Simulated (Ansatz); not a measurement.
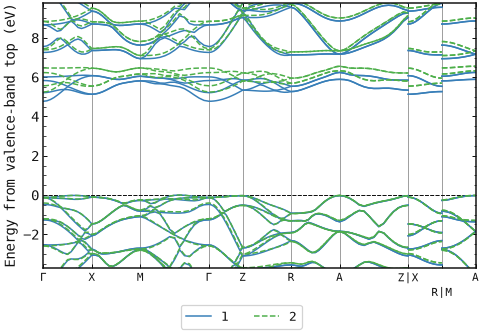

Band structures of ZrO$_{2}$, space group P4_2/nmc (No. 137), 6 atoms in the cell (a = 3.596 Å, c = 5.177 Å (tetragonal axes)), by two methods on the same cell. Each is counted from its own valence-band top.

Which curve is which? The methods: r2SCAN+U (1 eV), r2SCAN+U (3 eV).

Answer. 1 is r2SCAN+U (1 eV); 2 is r2SCAN+U (3 eV). r2SCAN+U (1 eV) gives a gap of 4.77 eV along the path and r2SCAN+U (3 eV) gives a gap of 5.24 eV along the path.

Settings. r2SCAN+U (1 eV): Zr d U = 1 eV, Ansatz PAW, no spin polarisation, no spin-orbit coupling, 7×7×5 k mesh, 500 eV cutoff, Fermi-Dirac smearing of 0.05 eV (Ansatz 0.2.0). r2SCAN+U (3 eV): Zr d U = 3 eV, Ansatz PAW, no spin polarisation, no spin-orbit coupling, 7×7×5 k mesh, 500 eV cutoff, Fermi-Dirac smearing of 0.05 eV (Ansatz 0.2.0).

The cell is at 5 GPa in r2SCAN+U (3 eV) and 3 GPa in r2SCAN+U (1 eV). The PAW data sets were made with another functional. The usual form of ZrO2 is monoclinic.
